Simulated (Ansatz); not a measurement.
## Geometry relaxation of Al₉Cu₄ (part 2 of 2)

Continued. System: Al₉Cu₄ (defect cell, 13 atoms in the cell). Method: DFT PBE, scalar-relativistic, plane waves, PAW, no spin polarisation (Ansatz 0.2.0); cutoff 420 eV, 4×4×4 k-mesh, Gaussian smearing of 0.1 eV. The structure derives from a Materials Project entry. It belongs to a series of runs on one base structure; here: Al interstitial, charge +0, atoms relaxed.

Geometry of the input (Å; fractional positions):
```
0.0000  0.0000  -5.7825
4.0893  -4.0893  0.0000
-4.0893  -4.0893  0.0000
Al 0.2500  0.7500  0.2500
Al 0.7500  0.2500  0.2500
Al 0.2500  0.2500  0.7500
Al 0.7500  0.7500  0.7500
Al 0.2500  0.2500  0.2500
Al 0.7500  0.7500  0.2500
Al 0.2500  0.7500  0.7500
Al 0.7500  0.2500  0.7500
Cu 0.5000  0.0000  0.0000
Cu 0.0000  0.5000  -0.0000
Cu 0.5000  0.5000  0.5000
Cu 0.0000  -0.0000  0.5000
Al -0.0311  0.0118  0.0135
```

Output, continued:
```
--- Forces (eV/Å), atoms counted from 1 ---
  atom   1  Al    -0.00036999    -0.00013331     0.00001142
  atom   2  Al    -0.00000711     0.00064591    -0.00033257
  atom   3  Al     0.00037844    -0.00013512    -0.00000285
  atom   4  Al    -0.00000830    -0.00014468     0.00020314
  atom   5  Al    -0.00000823    -0.00031133     0.00009396
  atom   6  Al     0.00031191    -0.00010407    -0.00002503
  atom   7  Al    -0.00001004     0.00041628    -0.00009260
  atom   8  Al    -0.00027806    -0.00010540     0.00001112
  atom   9  Cu    -0.00000046     0.00000155     0.00108539
  atom  10  Cu     0.00024792    -0.00026038     0.00002207
  atom  11  Cu     0.00001546     0.00024150    -0.00048379
  atom  12  Cu    -0.00028671    -0.00029777     0.00002470
  atom  13  Al     0.00001552     0.00019179    -0.00052339
  max |Σ_I F_I| component: 8.41e-6 eV/Å
--- Band table (eV; the first three rows and the last of 32) ---
  k-point 0: bands = ["-104.2022", "-103.6229", "-103.6229", "-103.6229", "-61.5456", "-61.5455", "-61.5455", "-60.9716", "-60.9715", "-60.9715", "-60.9715", "-60.9715", "-60.9715", "-60.9670", "-60.9670", "-60.9670", "-0.6300", "2.1537", "2.8401", "2.8406", "4.1082", "4.6311", "4.6771", "4.6774", "4.7832", "4.7835", "5.2333", "5.4418", "5.4419", "5.7905", "5.8497", "5.8498", "5.9484", "5.9484", "6.0766", "6.1445", "6.1446", "6.1753", "6.2425", "6.2426", "6.3502", "6.3504", "6.3855", "6.9362", "7.0512", "7.0514", "7.7698", "7.7698", "8.3114", "9.6255", "9.8848", "10.4790", "10.4797", "10.8294", "11.4230", "11.4231", "12.1122", "12.1130", "13.0570", "13.5004", "13.5008", "14.5918", "14.5934", "15.2180", "15.3995"]
  k-point 1: bands = ["-104.2022", "-103.6229", "-103.6229", "-103.6229", "-61.5456", "-61.5455", "-61.5455", "-60.9716", "-60.9716", "-60.9715", "-60.9715", "-60.9715", "-60.9715", "-60.9670", "-60.9670", "-60.9670", "-0.1254", "1.0566", "2.9541", "3.2106", "3.8039", "4.1902", "4.5710", "4.8235", "5.0613", "5.0703", "5.2568", "5.2931", "5.4083", "5.5653", "5.6423", "5.8048", "5.8451", "5.9834", "6.0137", "6.0965", "6.1252", "6.1641", "6.2294", "6.2856", "6.3151", "6.4105", "6.8069", "6.8514", "7.2167", "7.3815", "7.9854", "8.3543", "8.4269", "8.5588", "9.7563", "10.3752", "10.7758", "11.4121", "11.6396", "11.9237", "12.0817", "12.7725", "13.5906", "14.2907", "14.4181", "14.5919", "14.7393", "15.0082", "15.7097"]
  k-point 2: bands = ["-104.2022", "-103.6229", "-103.6229", "-103.6229", "-61.5456", "-61.5455", "-61.5455", "-60.9716", "-60.9716", "-60.9715", "-60.9715", "-60.9715", "-60.9715", "-60.9670", "-60.9670", "-60.9670", "-0.1254", "1.0566", "2.9541", "3.2106", "3.8039", "4.1902", "4.5710", "4.8235", "5.0613", "5.0703", "5.2568", "5.2931", "5.4083", "5.5653", "5.6423", "5.8048", "5.8451", "5.9834", "6.0137", "6.0965", "6.1252", "6.1641", "6.2294", "6.2856", "6.3151", "6.4105", "6.8069", "6.8514", "7.2167", "7.3815", "7.9854", "8.3543", "8.4269", "8.5588", "9.7563", "10.3752", "10.7758", "11.4121", "11.6396", "11.9237", "12.0817", "12.7725", "13.5906", "14.2907", "14.4181", "14.5919", "14.7393", "15.0082", "15.7097"]
  k-point 31: bands = ["-104.2022", "-103.6229", "-103.6229", "-103.6229", "-61.5456", "-61.5455", "-61.5455", "-60.9716", "-60.9715", "-60.9715", "-60.9715", "-60.9715", "-60.9715", "-60.9670", "-60.9670", "-60.9670", "-0.1253", "1.0570", "2.9539", "3.2102", "3.8039", "4.1903", "4.5708", "4.8233", "5.0612", "5.0702", "5.2567", "5.2931", "5.4085", "5.5652", "5.6423", "5.8047", "5.8451", "5.9835", "6.0138", "6.0966", "6.1252", "6.1641", "6.2294", "6.2857", "6.3150", "6.4105", "6.8067", "6.8513", "7.2168", "7.3814", "7.9856", "8.3551", "8.4268", "8.5583", "9.7560", "10.3749", "10.7762", "11.4120", "11.6401", "11.9248", "12.0819", "12.7724", "13.5912", "14.2918", "14.4194", "14.5928", "14.7403", "15.0076", "15.7081"]
--- Relaxed structure (5 steps of the walk, 5 accepted, 0 SCFs on fresh bases) ---
  F+E_penalty+E_count = -31339.24167892 eV   max|allowed force component| = 1.086e-3 eV/Å
  atoms:
    - { symbol: Al, position: [0.25795466824595614, 0.7405839090202936, 0.2613208267007773] }
    - { symbol: Al, position: [0.7372415777622998, 0.261317018741763, 0.2614430908849881] }
    - { symbol: Al, position: [0.2579505869187413, 0.26119056240469773, 0.7407141484918274] }
    - { symbol: Al, position: [0.7373085074120064, 0.7405286260157979, 0.7406546472616009] }
    - { symbol: Al, position: [0.257980820530815, 0.2612247410530507, 0.26135058527790633] }
    - { symbol: Al, position: [0.7372732069746176, 0.7404964041131007, 0.2614121344931196] }
    - { symbol: Al, position: [0.25792339247877744, 0.7406172509408113, 0.7407430697072885] }
    - { symbol: Al, position: [0.7372778791262725, 0.26128160405645184, 0.7406268706027412] }
    - { symbol: Cu, position: [0.4978018761450218, 0.0009090391748063415, 0.0010377770365062769] }
    - { symbol: Cu, position: [-0.0023974406520670434, 0.5008437227973828, 0.0010371495581233403] }
    - { symbol: Cu, position: [0.4975105619218373, 0.5009385675093011, 0.5010717614735286] }
    - { symbol: Cu, position: [-0.0023973643075995386, 0.0009084650632285585, 0.5009626308108579] }
    - { symbol: Al, position: [-0.0025154133566790884, 0.0009459626093142545, 0.0010803815007343232] }
```

Trajectory as extended XYZ (Å, eV, eV/Å), 5 frames, from step=1 to step=5:
```
13
Lattice="0.0000 0.0000 -5.7825 4.0893 -4.0893 0.0000 -4.0893 -4.0893 0.0000" Properties=species:S:1:pos:R:3:forces:R:3 step=1 energy=-31338.29093
Al    2.0446   -4.0893   -1.4456   -0.9414   0.0470  -0.7320
Al    0.0000   -2.0446   -4.3368    0.0069  -2.5629   1.7010
Al   -2.0446   -4.0893   -1.4456    0.9132   0.0457  -0.7074
Al    0.0000   -6.1339   -4.3368    0.0030   1.4644   0.8905
Al    0.0000   -2.0446   -1.4456    0.0038  -1.1844  -0.9441
Al    2.0446   -4.0893   -4.3368   -1.9576   0.0716   1.2528
Al    0.0000   -6.1339   -1.4456    0.0025   0.7502  -0.5620
Al   -2.0446   -4.0893   -4.3368    1.8862   0.0679   1.2005
Cu    0.0000    0.0000   -2.8912    0.0011   0.0172   0.0110
Cu    2.0446   -2.0446    0.0000    0.0012   0.0148  -0.0269
Cu    0.0000   -4.0893   -2.8912    0.0010   0.0150  -0.0254
Cu   -2.0446   -2.0446    0.0000    0.0001   0.0142  -0.0270
Al   -0.0068   -0.1032    0.1798    0.0799   1.2393  -2.0312
13
Lattice="0.0000 0.0000 -5.7825 4.0893 -4.0893 0.0000 -4.0893 -4.0893 0.0000" Properties=species:S:1:pos:R:3:forces:R:3 step=2 energy=-31339.14648
Al    1.9872   -4.0840   -1.4940   -0.0591  -0.0090  -0.0305
Al    0.0004   -2.1404   -4.2747    0.0008  -0.6299   0.4368
Al   -1.9886   -4.0841   -1.4925    0.0511  -0.0090  -0.0252
Al    0.0003   -6.0520   -4.2916    0.0000   0.1803   0.1410
Al    0.0004   -2.1116   -1.5041   -0.0006  -0.1345  -0.0849
Al    1.9545   -4.0841   -4.2820   -0.3761   0.0037   0.2651
Al    0.0003   -6.0875   -1.4823   -0.0005   0.0093   0.0004
Al   -1.9554   -4.0841   -4.2831    0.3465   0.0030   0.2458
Cu    0.0000   -0.0007   -2.9067   -0.0011  -0.0169  -0.0675
Cu    2.0396   -2.0404    0.0015   -0.0337   0.0153   0.0300
Cu   -0.0007   -4.1005   -2.8721   -0.0018  -0.0285   0.0478
Cu   -2.0391   -2.0397    0.0014    0.0356   0.0195   0.0299
Al   -0.0057   -0.0866    0.1477    0.0389   0.5969  -0.9886
13
Lattice="0.0000 0.0000 -5.7825 4.0893 -4.0893 0.0000 -4.0893 -4.0893 0.0000" Properties=species:S:1:pos:R:3:forces:R:3 step=3 energy=-31339.24144
Al    1.9625   -4.0956   -1.4922    0.0069  -0.0001   0.0041
Al   -0.0004   -2.1428   -4.2611    0.0000   0.0111  -0.0066
Al   -1.9636   -4.0956   -1.4920   -0.0076   0.0000   0.0046
Al   -0.0005   -6.0548   -4.2654    0.0001  -0.0014  -0.0006
Al   -0.0004   -2.1350   -1.4932    0.0000   0.0025   0.0004
Al    1.9559   -4.0961   -4.2633    0.0022   0.0002  -0.0008
Al   -0.0004   -6.0608   -1.4908    0.0000  -0.0132   0.0090
Al   -1.9572   -4.0961   -4.2636   -0.0016   0.0003  -0.0005
Cu   -0.0006   -0.0085   -2.8895    0.0001   0.0016   0.0186
Cu    2.0409   -2.0497    0.0146    0.0057  -0.0043  -0.0024
Cu   -0.0008   -4.1008   -2.8706    0.0008   0.0110  -0.0210
Cu   -2.0415   -2.0493    0.0146   -0.0064  -0.0051  -0.0024
Al   -0.0007   -0.0108    0.0200   -0.0001  -0.0024  -0.0022
13
Lattice="0.0000 0.0000 -5.7825 4.0893 -4.0893 0.0000 -4.0893 -4.0893 0.0000" Properties=species:S:1:pos:R:3:forces:R:3 step=4 energy=-31339.24144
Al    1.9625   -4.0956   -1.4922    0.0071  -0.0001   0.0042
Al   -0.0004   -2.1428   -4.2611    0.0000   0.0111  -0.0066
Al   -1.9636   -4.0956   -1.4920   -0.0079   0.0000   0.0048
Al   -0.0005   -6.0548   -4.2654    0.0001  -0.0016  -0.0007
Al   -0.0004   -2.1350   -1.4932    0.0000   0.0027   0.0005
Al    1.9559   -4.0961   -4.2633    0.0022   0.0002  -0.0009
Al   -0.0004   -6.0608   -1.4908    0.0000  -0.0135   0.0092
Al   -1.9572   -4.0961   -4.2636   -0.0017   0.0003  -0.0006
Cu   -0.0006   -0.0085   -2.8895    0.0001   0.0016   0.0185
Cu    2.0409   -2.0497    0.0146    0.0057  -0.0043  -0.0024
Cu   -0.0008   -4.1008   -2.8706    0.0008   0.0111  -0.0212
Cu   -2.0415   -2.0493    0.0146   -0.0063  -0.0051  -0.0024
Al   -0.0007   -0.0108    0.0200   -0.0001  -0.0024  -0.0023
13
Lattice="0.0000 0.0000 -5.7825 4.0893 -4.0893 0.0000 -4.0893 -4.0893 0.0000" Properties=species:S:1:pos:R:3:forces:R:3 step=5 energy=-31339.24168
Al    1.9598   -4.0970   -1.4916   -0.0004  -0.0001   0.0000
Al   -0.0005   -2.1377   -4.2631    0.0000   0.0006  -0.0003
Al   -1.9609   -4.0970   -1.4916    0.0004  -0.0001   0.0000
Al   -0.0005   -6.0569   -4.2635    0.0000  -0.0001   0.0002
Al   -0.0005   -2.1369   -1.4918    0.0000  -0.0003   0.0001
Al    1.9591   -4.0971   -4.2633    0.0003  -0.0001   0.0000
Al   -0.0005   -6.0577   -1.4914    0.0000   0.0004  -0.0001
Al   -1.9602   -4.0971   -4.2633   -0.0003  -0.0001   0.0000
Cu   -0.0005   -0.0080   -2.8785    0.0000   0.0000   0.0011
Cu    2.0438   -2.0523    0.0139    0.0002  -0.0003   0.0000
Cu   -0.0005   -4.0975   -2.8768    0.0000   0.0002  -0.0005
Cu   -2.0448   -2.0523    0.0139   -0.0003  -0.0003   0.0000
Al   -0.0006   -0.0083    0.0145    0.0000   0.0002  -0.0005
```

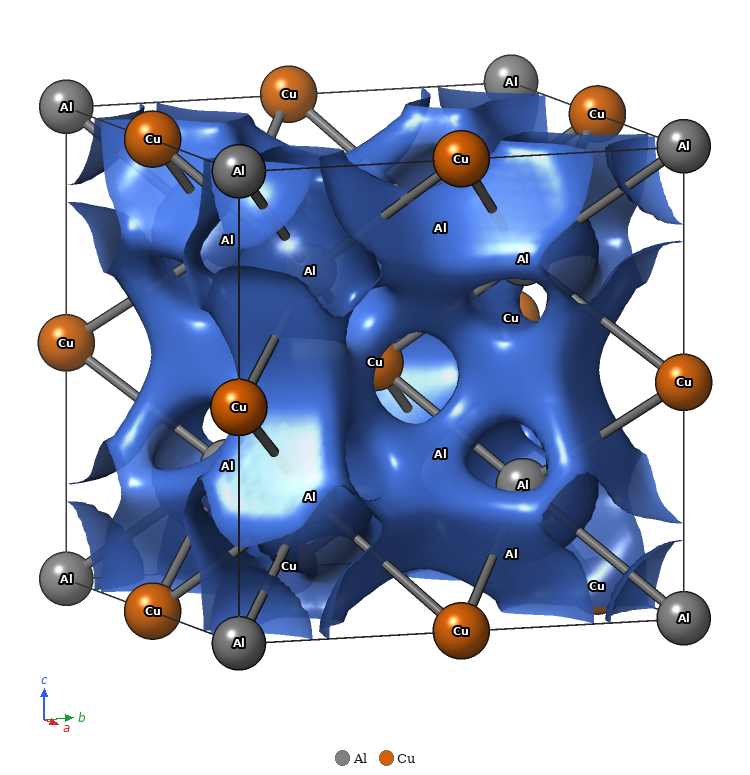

Fig. 1: Isosurface of the electron localisation function at 0.5 (blue), seen slightly off an axis. Only the valence region is drawn (cores and ρ < 0.01 e/Å³ removed). Sticks mark near contacts. The outline is the calculation cell. Along the contacts the grid gives the following. Al–Cu (2.40 Å): the ELF peaks at about 0.70 between the atoms. Al–Al (2.61 Å): the ELF peaks at about 0.60 between the atoms. In a PAW calculation such maps are meaningful between the atoms, not at the nuclei.

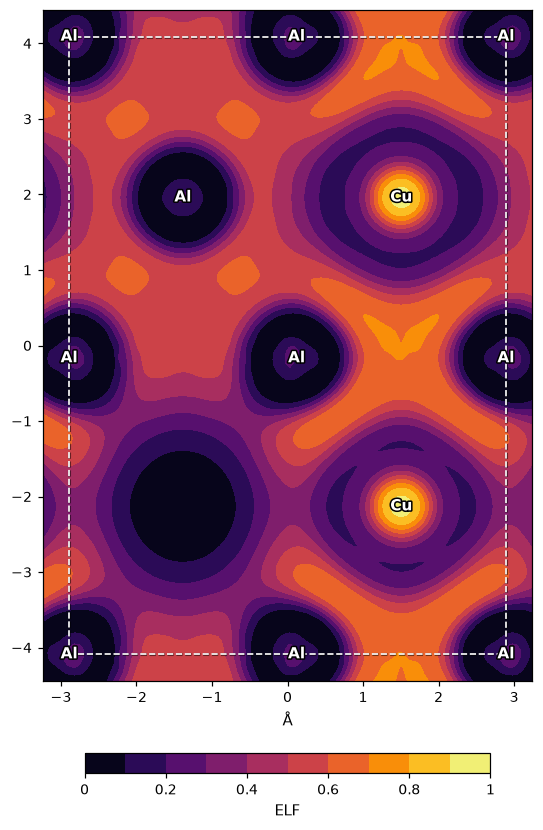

Fig. 2: ELF on the (11̄0) plane of the calculation cell. The section cuts through Al and Cu sites. Al–Cu (2.40 Å): the ELF peaks at about 0.70 between the atoms. Al–Al (2.61 Å): the ELF peaks at about 0.60 between the atoms. Al–Cu (2.54 Å): the ELF peaks at about 0.65 between the atoms. The strong features right at Cu lie inside the PAW spheres (semicore, d or f shells) and say nothing about bonding.

Summary:

```tsv
quantity	value
outcome	converged
electrons treated	103
free energy	−31339.2417 eV
Fermi energy	10.449 eV
gap on the k-point mesh	none (metallic)
final volume	193.39 Å³
largest force (length of the vector) at the end	0.001 eV/Å
wall time	33 s (CPU time 2 min)
peak memory	0.76 GiB
```
